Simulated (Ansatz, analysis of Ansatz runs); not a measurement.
# F centre in KCl: optical absorption band, r2SCAN, part 2 of 2

Aim: the optical absorption band of the F centre in KCl, to be set beside the measurement. Set-up: r2SCAN, 64-site cell, r2SCAN lattice, 500 eV, k: the zone centre alone. The model is a cell of 64 host atoms with 1 Cl taken out. The excitation energy is a difference of total energies with one electron moved up within one spin channel. A meta-GGA costs about twice a GGA and mends lattice constants and part of the gap.

Ansatz 0.2.0; r2SCAN, 64-site cell, r2SCAN lattice, 500 eV, k: the zone centre alone.

So far, integral of the absolute spin density (μB): step 2 (relaxation, charge 0) 1.02.

### 3. Ground state

Both spins' levels are needed to pick the two between which the electron moves, so the ground state is solved with empty bands.

This step: plane-wave PAW DFT, r2SCAN; single point of a defect supercell.

File ground/input.yaml:

```yaml
crystal:
  lattice:
    - [12.58588, 0.0, 0.0]
    - [0.0, 12.58588, 0.0]
    - [0.0, 0.0, 12.58588]
  atoms:
    - { symbol: K, position: [1.271e-06, 0.0, 0.0] }
    - { symbol: K, position: [-6.7724e-05, 0.249932276, 0.249932276] }
[... 9 atom lines left out ...]
    - { symbol: K, position: [0.25, 0.248218346, 0.5] }
[... 3 atom lines left out ...]
    - { symbol: Cl, position: [0.25, 0.249913918, 0.750086082] }
[... 2 atom lines left out ...]
    - { symbol: K, position: [0.25, 0.5, 0.248218346] }
[... 4 atom lines left out ...]
    - { symbol: Cl, position: [0.25, 0.750086082, 0.249913918] }
    - { symbol: K, position: [-0.001781654, 0.5, 0.5] }
[... 1 atom line left out ...]
    - { symbol: K, position: [0.25, 0.5, 0.751781654] }
    - { symbol: K, position: [0.25, 0.751781654, 0.5] }
    - { symbol: Cl, position: [-8.6082e-05, 0.5, 0.750086082] }
    - { symbol: Cl, position: [-8.6082e-05, 0.750086082, 0.5] }
    - { symbol: Cl, position: [0.25, 0.750086082, 0.750086082] }
[... 24 atom lines left out ...]
    - { symbol: K, position: [0.501781654, 0.5, 0.5] }
[... 3 atom lines left out ...]
    - { symbol: Cl, position: [0.500086082, 0.5, 0.750086082] }
[... 2 atom lines left out ...]
    - { symbol: Cl, position: [0.75, 0.749979599, 0.749979599] }
basis:
  ecutwfc: 500
  xc_grid: 2
hamiltonian:
  xc: r2scan
kpoints:
  mp_grid: { grid: [1, 1, 1] }
magnetization:
  spin_polarized: true
  initial_magnetization: 1
  spin_locking: { lock_magnetization: hard }
scf:
  occupations: { method: fermi_dirac, width: 0.01 }
  max_iter: 120
  n_extra_bands: 30
  lower_state_search: "off"
output:
  forces: true
  eigenvalues: true
  eigenstates: { localisation: true }
checkpoint:
  read: "../relax.run"
  write: "../ground.run"
  compress: false
  write_wavefunctions: true
  write_every: 100000
```

Launch:

```bash
$ ansatz run input.yaml --threads 2 --pin off --max-ram 4710MiB --backend cpu --events-out ev --progress --plain --runs-dir out
```

Numbers of over 12 decimals in the logs are rounded to 6 here.

The log of the run:

```text
[...]
Warning: the band count 283 (scf.n_extra_bands) hosts the net moment |M| = 1.0000 μB (N_el = 505) but caps the reachable moment at 2·n_bands − N_el = 61.0000 μB, below the 316 bands that the automatic rule leaves for it — a moment growing past the seed, or [...]
[...]
Crystal: 63 atoms, lattice volume = 1993.658 Å³
Basis set: ecut = 500 eV, 50685 PW (Γ), exchange–correlation on 192×192×192 points (8 copies of the dense FFT grid, shifted against one another)
Bands: 283, of which v1, the nominal top of the filled ones, is band 253 counted from 1 (252 counted from 0)
Symmetry: 48 space group operations
[...]
k-points: 1
[...]
--- Forces (eV/Å), atoms counted from 1 ---
  atom   1  K      0.00025627    -0.00000000     0.00000000
  atom   2  K      0.00122428     0.00122428     0.00122428
  [... 5 atoms left out ...]
  atom   8  Cl    -0.00000000    -0.00358235    -0.00358235
  [... 3 atoms left out ...]
  atom  12  K     -0.00000000    -0.00507374     0.00000000
  [... 1 atom left out ...]
  atom  14  Cl    -0.00358235    -0.00358235     0.00000000
  [... 4 atoms left out ...]
  atom  19  K      0.00000000     0.00000000    -0.00507374
  [... 4 atoms left out ...]
  atom  24  Cl    -0.00000000     0.00358235    -0.00358235
  atom  25  K     -0.00507374    -0.00000000     0.00000000
  [... 1 atom left out ...]
  atom  27  K      0.00000000    -0.00000000     0.00507374
  atom  28  K      0.00000000     0.00507374     0.00000000
  [... 2 atoms left out ...]
  atom  31  Cl    -0.00000000     0.00358235     0.00358235
  [... 24 atoms left out ...]
  atom  56  K      0.00507374    -0.00000000     0.00000000
  [... 7 atoms left out ...]
  max |Σ_I F_I| component: 1.08e-17 eV/Å
--- Band table (eV) ---
[...]
[key lines of the parts left out:]
SCF converged after 2 iterations
Magnetization: 1.0000 μB (253.0000 up, 252.0000 down)
Free energy (F): -83086.556298 eV
Fermi energy:    5.315585 (↑ 5.627880, ↓ 3.057170) eV
```

Run time: 65 s. Hardware: 2 threads of Arm Neoverse V1, shared host; peak memory 3 GiB; 2.1 min of CPU time.

Read from the output:

```yaml
free_energy: -83086.5563 eV
total_moment: 1 μB
integral_of_the_absolute_spin_density: 1.022 μB
spin_contamination: 3.11e-4
```

From eigenstates.tsv, first k-point; energies on the run's zero. The participation number counts the atoms that a state is spread over, of 63; bands count from 0.

| spin | band | energy (eV) | occupation | participation | largest share on | share |
| --- | --- | --- | --- | --- | --- | --- |
| down | 246 | 0.222 | 1.00 | 21.9 | Cl22 | 0.06 |
| down | 247 | 0.222 | 1.00 | 21.2 | Cl13 | 0.06 |
| down | 248 | 0.222 | 1.00 | 21.7 | Cl6 | 0.06 |
| down | 249 | 0.339 | 1.00 | 31.6 | Cl38 | 0.04 |
| down | 250 | 0.339 | 1.00 | 31.4 | Cl38 | 0.04 |
| down | 251 | 0.339 | 1.00 | 31.3 | Cl38 | 0.04 |
| down | 252 | 5.764 | 0.00 | 17.6 | K12 | 0.09 |
| down | 253 | 6.611 | 0.00 | 38.3 | K12 | 0.05 |
| down | 254 | 7.379 | 0.00 | 61.8 | K35 | 0.02 |
| down | 255 | 7.379 | 0.00 | 61.8 | K9 | 0.02 |
| down | 256 | 7.379 | 0.00 | 61.8 | K35 | 0.02 |
| up | 247 | 0.219 | 1.00 | 23.2 | Cl6 | 0.06 |
| up | 248 | 0.219 | 1.00 | 22.9 | Cl47 | 0.06 |
| up | 249 | 0.337 | 1.00 | 30.8 | Cl46 | 0.05 |
| up | 250 | 0.337 | 1.00 | 31.0 | Cl38 | 0.05 |
| up | 251 | 0.337 | 1.00 | 31.0 | Cl38 | 0.05 |
| up | 252 | 4.867 | 1.00 | 8.4 | K12 | 0.14 |
| up | 253 | 6.389 | 0.00 | 60.2 | K1 | 0.02 |
| up | 254 | 7.304 | 0.00 | 19.0 | K19 | 0.10 |
| up | 255 | 7.304 | 0.00 | 19.0 | K25 | 0.10 |
| up | 256 | 7.304 | 0.00 | 17.2 | K12 | 0.14 |
| up | 257 | 7.372 | 0.00 | 61.8 | K50 | 0.02 |

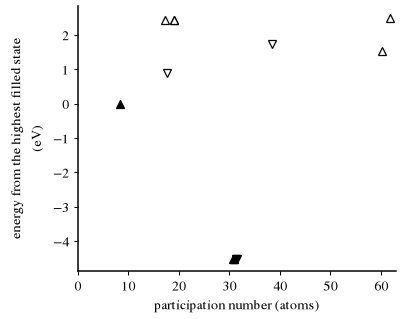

States next to the filling edge at the first k-point: energy against spread. Filled marks are occupied, open marks empty; triangles up and down are the spins.

Under r2SCAN at the zone centre alone, the highest filled state is spin up, spread over 8 of 63 atoms, and the lowest empty one, 0.90 eV above it, is spin down, spread over 18 of 63 atoms.

The atoms' spheres hold 0.14 of the 1 μB, none over 0.02 μB.

### 4. Excited state at the ground state's structure

One electron is moved to the upper level and held there by its overlap; at the ground state's structure the energy difference is the vertical absorption.

This step: plane-wave PAW DFT, r2SCAN; single point of a defect supercell.

excited/input.yaml, as its differences from ground/input.yaml of step 3:

```diff
@@ -41,4 +41,9 @@
 scf:
-  occupations: { method: fermi_dirac, width: 0.01 }
-  max_iter: 120
+  occupations:
+    method: fermi_dirac
+    width: 0.01
+    excite:
+      from: { channel: up, k: 0, band: v1, track: overlap }
+      to: { channel: up, k: 0, band: [c2, c4], track: overlap }
+  max_iter: 150
   n_extra_bands: 30
@@ -47,7 +52,5 @@
   forces: true
-  eigenvalues: true
-  eigenstates: { localisation: true }
 checkpoint:
-  read: "../relax.run"
-  write: "../ground.run"
+  read: "../ground.run"
+  write: "../excited.run"
   compress: false
```

The log of the run:

```text
[...]
Crystal: 63 atoms, lattice volume = 1993.658 Å³
Basis set: ecut = 500 eV, 50685 PW (Γ), exchange–correlation on 192×192×192 points (8 copies of the dense FFT grid, shifted against one another)
Bands: 283, of which v1, the nominal top of the filled ones, is band 253 counted from 1 (252 counted from 0)
Symmetry: 48 space group operations
[...]
k-points: 1
Excitation: hole v1 ↑ at k 0, (0, 0, 0); particle c2 to c4 ↑ at k 0, (0, 0, 0); 1.000000e0 electrons a cell; the bands as a deck names them, k counted from 0 among the points solved; in brackets its point in fractional reciprocal coordinates
[...]
--- Forces (eV/Å), atoms counted from 1 ---
  atom   1  K     -0.00084773     0.00000000     0.00000000
  atom   2  K     -0.00746468    -0.00746468    -0.00746468
  [... 5 atoms left out ...]
  atom   8  Cl     0.00000000     0.00832498     0.00832498
  [... 3 atoms left out ...]
  atom  12  K     -0.00000000    -0.19044882     0.00000000
  [... 1 atom left out ...]
  atom  14  Cl     0.00832498     0.00832498    -0.00000000
  [... 4 atoms left out ...]
  atom  19  K     -0.00000000    -0.00000000    -0.19044882
  [... 4 atoms left out ...]
  atom  24  Cl     0.00000000    -0.00832498     0.00832498
  atom  25  K     -0.19044882     0.00000000     0.00000000
  [... 1 atom left out ...]
  atom  27  K     -0.00000000     0.00000000     0.19044882
  atom  28  K      0.00000000     0.19044882     0.00000000
  [... 2 atoms left out ...]
  atom  31  Cl     0.00000000    -0.00832498    -0.00832498
  [... 24 atoms left out ...]
  atom  56  K      0.19044882    -0.00000000     0.00000000
  [... 7 atoms left out ...]
  max |Σ_I F_I| component: 4.86e-17 eV/Å
--- Band table (eV) ---
[...]
[key lines of the parts left out:]
Converged-ψ floor refinement (derivative, response, wavefunction or occupation consumer): ⟨swp⟩=2.0  Hψ=1138  notcnv=0
SCF converged after 15 iterations
Magnetization: 1.0000 μB (253.0000 up, 252.0000 down)
Free energy (F): -83084.132902 eV
Fermi energy:    2.913074 (↑ 3.417027, ↓ 2.910258) eV  (of the remaining states, beside the excitation)
```

It took 3.6 min on 2 threads; peak memory 3.8 GiB; 6.9 min of CPU time.

The column dr2 measures how far the density is from self-consistency, as an energy; F and HF (Harris–Foulkes) agree once it is small.

Read from the output:

```
free energy                           : -83084.1329 eV
total moment                          : 1 μB
integral of the absolute spin density : 1.023 μB
spin contamination                    : 6.48e-4
```

### 5. Results

| Quantity | Value |
| --- | --- |
| difference of the two Kohn-Sham levels | 2.44 eV |
| vertical absorption energy | 2.42 eV |
| time of the whole chain | 11 min on 2 threads |

**Reading.** Vertical absorption energy: computed 2.42 eV, measured 2.24 eV; 0.18 eV above the measurement. The excited 2p-like state of an F centre is diffuse and lies near the conduction band, so small cells and semilocal functionals mix it with band states. The measured peak is a vertical transition broadened by phonons.

[Logs are printed without paths, hosts, clocks, repeated set-up lines and the standing remarks that a program may print on its own settings, such as how far it seeks lower states.]

[Hosts, paths, dates, database ids (printed as entryN), source tags and the programs' standing remarks are cut or masked in the printed files.]

[For some hosts the program warned that the k-mesh of the response run may be too coarse for force constants and the static dielectric constant; such warnings are not shown here.]
